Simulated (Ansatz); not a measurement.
System: ZrO₂, space group Fm-3m (No. 225).

Input file:
```
crystal:
  lattice:
    - [0.0, 2.4960011817, 2.4960011817]
    - [2.4960011817, 0.0, 2.4960011817]
    - [2.4960011817, 2.4960011817, 0.0]
  atoms:
    - { symbol: Zr, position: [0.0, 0.0, 0.0] }
    - { symbol: O, position: [0.25, 0.25, 0.25] }
    - { symbol: O, position: [0.75, 0.75, 0.75] }
basis:
  ecutwfc: 420
kpoints:
  mp_grid: { grid: [8, 8, 8] }
hamiltonian:
  xc: pbesol
scf:
  occupations: { method: fixed }
output:
  eigenvalues: true
phonons:
  method: dfpt
  dielectric: true
  rigid_motions: translations
  eigenvectors: true
```

Run as:
```bash
ansatz run input.yaml --threads 1 --pin off --max-ram 3072MiB --backend cpu --events-out ev --progress --plain --runs-dir out
```

How it was computed, with Ansatz 0.2.0: Born effective charges by linear response at the zone centre, in units of the proton charge, Cartesian axes of the given cell; plane waves with PAW datasets. Level: PBEsol, no spin polarisation.

- wave cutoff: 420 eV
- k mesh: 8×8×8
- occupations: fixed
- pressure: 12 GPa

Describe the result: the mean Born effective charge of each atom. The cases: Zr; O 1; O 2.

The largest in size is that of Zr, 5.76 e, and the charges add up to 0.00 e. The charges are isotropic.

```tsv
atom	mean Born effective charge (e)
Zr	5.757
O 1	-2.878
O 2	-2.878
```

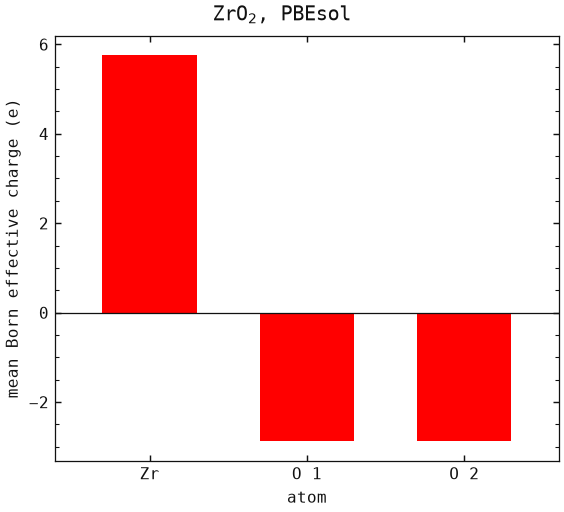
